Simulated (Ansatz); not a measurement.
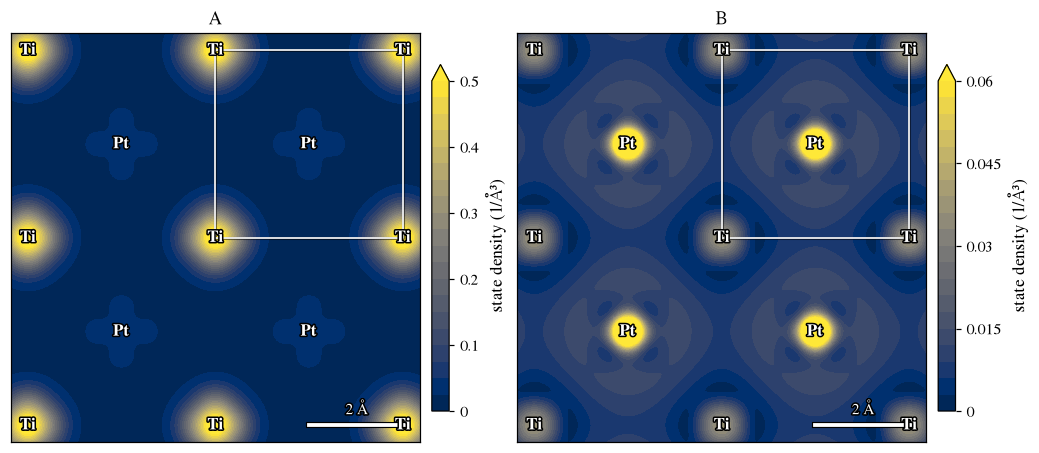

TiPt3: densities of the states in two energy windows, on the (100) plane of the conventional cell.

Space group Pm-3m; the calculation finds a residual pressure of about 10 GPa at this fixed cell. Spin-orbit coupling, left out here, splits and shifts the levels of such heavy elements, by tenths of an eV up to several eV.

All numbers below come from Ansatz, DFT PBE, scalar-relativistic, plane waves, PAW.

In a PAW calculation such maps are meaningful between the atoms, not at the nuclei.

Q: The windows, about the Fermi level, are −10.3 to −6.8 eV and 0.0 to +1.2 eV. Which panel shows which?

A: Panel A: 0.0 to +1.2 eV, the empty states just over the Fermi level, mainly Ti 3d (70 %) and Pt 5d (25 %).
Panel B: −10.3 to −6.8 eV, the lower third of the occupied valence band, mainly Pt 6s (45 %) and Pt 5d (40 %).
The characters are Löwdin shares on a minimal set of atomic orbitals.

The run took 17 s on 1 thread of Arm Neoverse N1, on a shared host, peak memory 0.37 GiB.
